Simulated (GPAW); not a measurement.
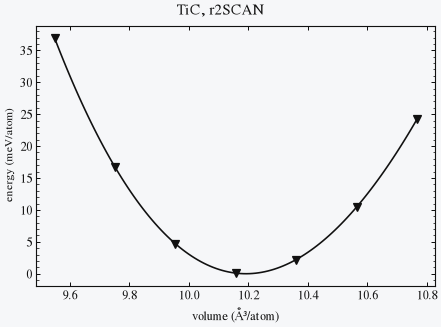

Computed with GPAW 26.7.0: PAW DFT in plane waves, on a grid or in atomic orbitals, no spin polarisation; energies at scaled volumes of the given cell, shape and fractions fixed, counted from the fit's minimum, third-order Birch-Murnaghan fit. Level: r2SCAN.

- k mesh: 11×11×11
- occupations: Fermi–Dirac
- smearing width: 0.05 eV
- potentials: GPAW PAW data sets (gpaw data 1.2.1)
- wave cutoff: 800 eV
- program settings: basis pw

Cell as given: a = 3.063 Å, b = 3.063 Å, c = 3.063 Å, α = 60.00°, β = 60.00°, γ = 60.00°; 2 atoms.

**Figure.** Energy against volume for TiC, space group Fm-3m (No. 225).

A third-order Birch–Murnaghan fit gives V0 = 10.19 Å³/atom, B0 = 262 GPa and B′ = 3.9. The energy is 37.00 meV/atom at volume 9.55 Å³/atom and 24.25 meV/atom at 10.77 Å³/atom; the lowest computed point is at volume 10.16 Å³/atom (0.13 meV/atom), and no other minimum shows.
